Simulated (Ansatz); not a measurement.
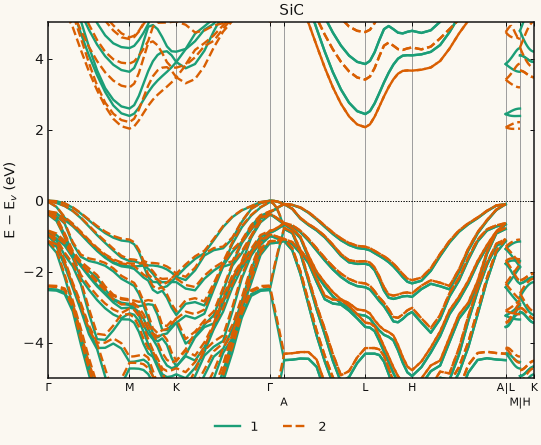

Band structures of SiC, space group P6_3mc, 12 atoms in the cell, by two methods on the same cell. Each is counted from its own valence-band top.

Which curve is which? The methods: PBE, r2SCAN.

Answer. 1 is r2SCAN; 2 is PBE. r2SCAN gives a gap of 2.38 eV along the path and PBE gives a gap of 2.02 eV along the path.

Settings. r2SCAN: DFT r2SCAN, scalar-relativistic, plane waves, PAW, no spin polarisation, 12×12×2 k mesh, 500 eV cutoff (Ansatz 0.2.0). PBE: DFT PBE, scalar-relativistic, plane waves, PAW, no spin polarisation, 12×12×2 k mesh, 420 eV cutoff, Gaussian smearing of 0.02 eV (Ansatz 0.2.0).
